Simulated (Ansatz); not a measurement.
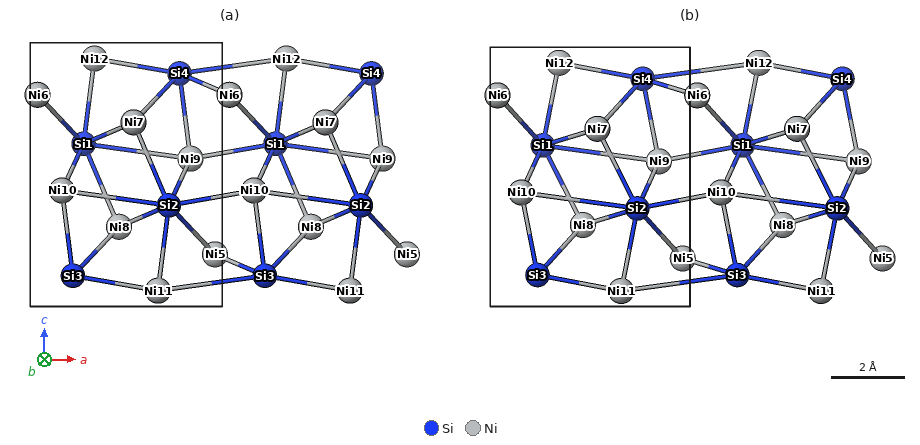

The structure of solid SiNi2 (set up in Pnma) before (left) and after (right) a relaxation, at one scale.

The picture is a ball-and-stick view of the cell of the calculation, repeated 2 × 1 × 1 with one cell outlined, seen along the b axis.

Case: volume × 1.10, shape and atoms relaxed.

These are results of DFT PBE, scalar-relativistic, plane waves, PAW (Ansatz 0.2.0), not measurements. Set-up: plane-wave cutoff 420 eV; k-point mesh 8 × 10 × 6; occupations gaussian; smearing width 0.1 eV; no spin polarisation; cell relaxed at fixed volume; force threshold 0.01 eV/Å; at most 30 steps.

Question: What changed between the two?

Answer: The largest moves relative to the cell, 0.088 Å, are those of Ni5, Ni6, Ni7 and Ni8. Ni6 goes roughly along +c. By element the largest moves are Ni 0.088 Å, Si 0.086 Å. The drawn cell changes at constant volume: a 5.271 → 5.485 Å (+4.1 %), b 3.817 → 3.734 Å (−2.2 %), c 7.247 → 7.119 Å (−1.8 %). Near-neighbour distances that change, for instance: Si1–Ni9 2.964 → 3.217 Å, Si1–Ni12 2.359 → 2.310 Å, Si1–Ni9 (another image) 2.371 → 2.340 Å, Si1–Ni8 2.478 → 2.447 Å. Bond angles that change, for instance: Si1–Ni8–Si2 90.0° → 96.3°, Si2–Ni8–Si3 163.5° → 158.8°, Si2–Ni8–Si2 104.0° → 100.1°. The space group stays Pnma (No. 62). The energy falls by 2.7 meV per atom in 5 accepted moves (6 points after the start). The largest force component goes from 0.069 to 0.0015 eV/Å. Pressure: −14.61 GPa at the start and −12.64 GPa at the end. At 1 point the geometry stayed and the basis and grid were re-selected for the new cell (energy shift of less than 0.05 meV per atom at most each time). The run took 3.3 min on 4 threads of Intel(R) Xeon(R) Processor @ 2.70GHz, on a shared host, peak memory 1.5 GiB.

Limits of the set-up: an element that often carries a moment was run without spin polarisation.
